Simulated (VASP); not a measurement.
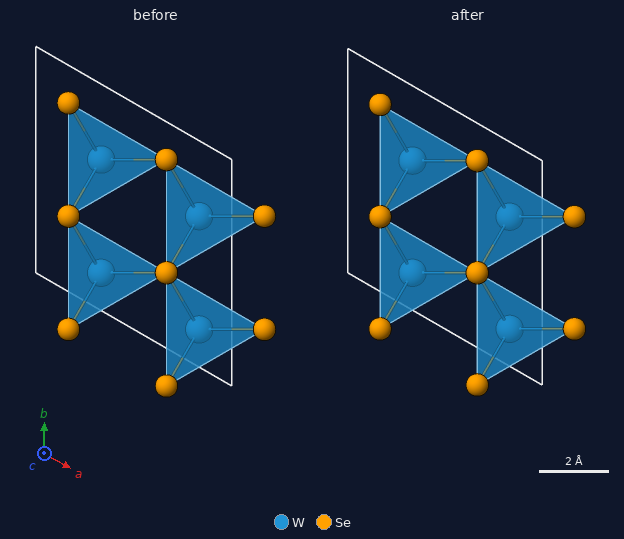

The structure of a slab of composition WSe2 before (left) and after (right) a relaxation, at one scale.

Style: polyhedral. Shown: the 2 × 2 repeat of the cell, outlined in the plane, without the vacuum, along the c axis.

The run lets the atoms move in a fixed cell.

Level of theory: VASP 6.6.1, Kohn-Sham DFT of a periodic cell, PBE with D3(BJ), VASP PAW PBE potentials, recommended.

The input:
```
SYSTEM = WSe2
ALGO = Fast ; DIPOL = 0.5 0.5 0.500
EDIFF = 1E-7 ; EDIFFG = -0.003
ENCUT = 520 ; GGA = PE
IBRION = 2 ; IDIPOL = 3
ISIF = 4 ; ISMEAR = 0
IVDW = 12 ; LASPH = .True.
LCHARG = .False. ; LDIPOL = .True.
LREAL = .False. ; LWAVE = .False.
NELM = 80 ; NSW = 100
PREC = Accurate ; SIGMA = 0.05
```

Run as
```bash
cat potpaw_PBE.64/W_sv/POTCAR potpaw_PBE.64/Se/POTCAR > POTCAR
mpirun -np 1 vasp_std > vasp.out
```

Summarise the run.

Answer. The energy falls by 9.9 meV per cell of the calculation in 7 geometry steps. Largest force component: 0.23 eV/Å at the start, 0.00097 eV/Å at the end. The largest moves relative to the cell and the layer's centre, 0.024 Å, are those of Se atoms. W stays in place. In the plane the drawn cell goes a 6.636 → 6.575 Å (−0.9 %), b 6.636 → 6.575 Å (−0.9 %). It ran on 1 thread of AMD EPYC 9R45 96-Core Processor (Zen 5) (shared host).
